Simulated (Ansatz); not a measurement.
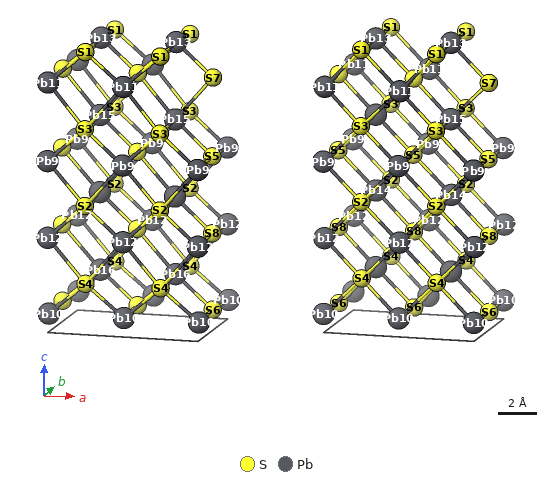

Two geometries of a slab of composition S₈Pb₈, drawn at one scale. One is the start of a relaxation, the other its converged end. The picture is a ball-and-stick view of the 2 × 1 repeat of the cell, outlined in the plane, without the vacuum, seen slightly off an axis.

All numbers below come from DFT, PBEsol, PAW, plane waves (Ansatz 0.2.0). Settings: plane-wave cutoff 420 eV; k-point mesh 6 × 4 × 1; no spin polarisation; atoms relaxed in a fixed cell; force threshold 0.03 eV/Å; at most 80 steps.

### Which of the two is the end point?

The left one is the relaxed one. Over 6 geometry steps the energy falls by 0.747 eV per cell of the calculation. The largest force component goes from 0.95 to 0.0092 eV/Å. S4 moves most relative to the layer's centre: 0.31 Å at 10° to the normal (−c side). By element the largest moves are S 0.31 Å, Pb 0.23 Å. The cell stays as it was. Near-neighbour distances that change, for instance: S3–Pb11 2.864 → 3.185 Å, S1–Pb11 3.036 → 2.759 Å, S8–Pb16 2.922 → 3.182 Å, S4–Pb12 2.944 → 3.186 Å. Bond angles that change, for instance: S1–Pb11–S1 88.2° → 98.2°, Pb11–S1–Pb11 88.2° → 98.2°, Pb10–S4–Pb10 90.1° → 98.6°. Cost: 5.6 s on 1 × NVIDIA GB200 with 8 threads of Arm Neoverse-V2, peak memory 1.9 GiB.
